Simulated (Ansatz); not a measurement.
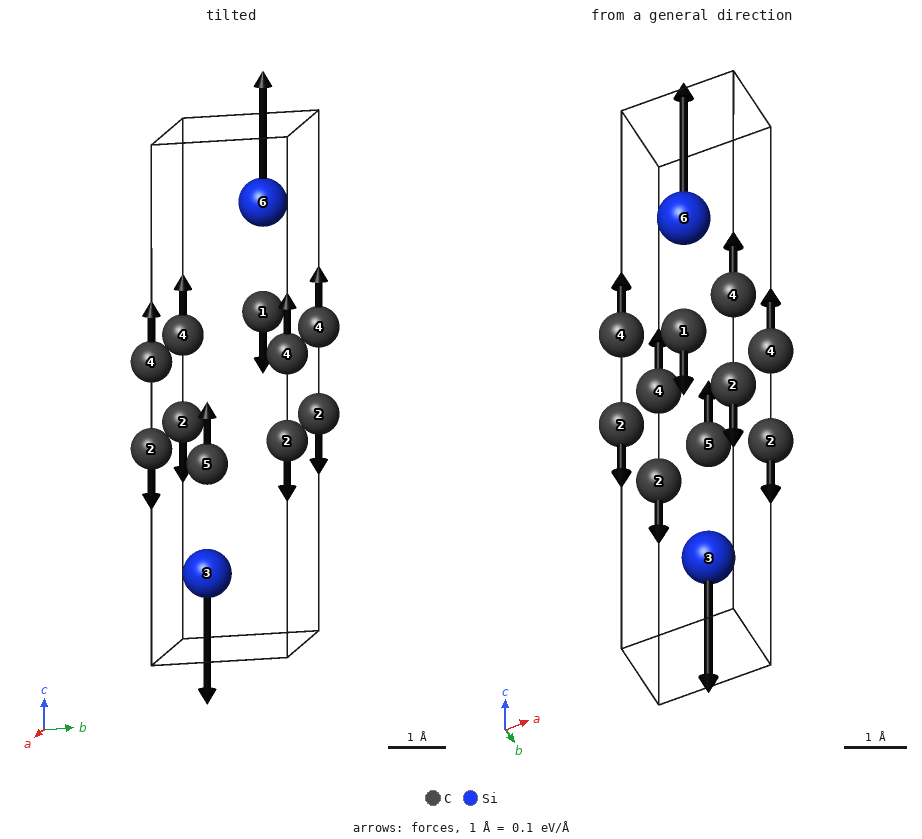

Drawn in the spheres-only manner and seen slightly off an axis and from a general direction. One simulation cell is framed, with atoms on its boundary repeated. The arrows are the computed forces on the atoms.

System: SiC2. Level of theory and settings: DFT, PBE, plane waves, PAW (Ansatz), plane waves to 420 eV, 12×12×4 k-mesh, Fermi-Dirac smearing of 0.02 eV, no spin polarisation.

### Would an optimiser stop at this geometry?

No. The atoms still feel forces of up to about 0.2 eV/Å, above a usual threshold of 0.01 to 0.03 eV/Å.

### Find the atom with the largest force.

Si3 and Si6, about 0.2 eV/Å.

### How do the mean forces compare between the elements?

Mean magnitudes: about Si 0.2 eV/Å, C 0.078 eV/Å.

The structure comes from a structure type filled with these elements by a generator (whether the compound takes this form wasn't checked). Earlier steps of the study, as a rule a relaxation of our own, may have changed the cell and positions, so they can lie some per cent off the listed ones. It went into a calculation with Ansatz.
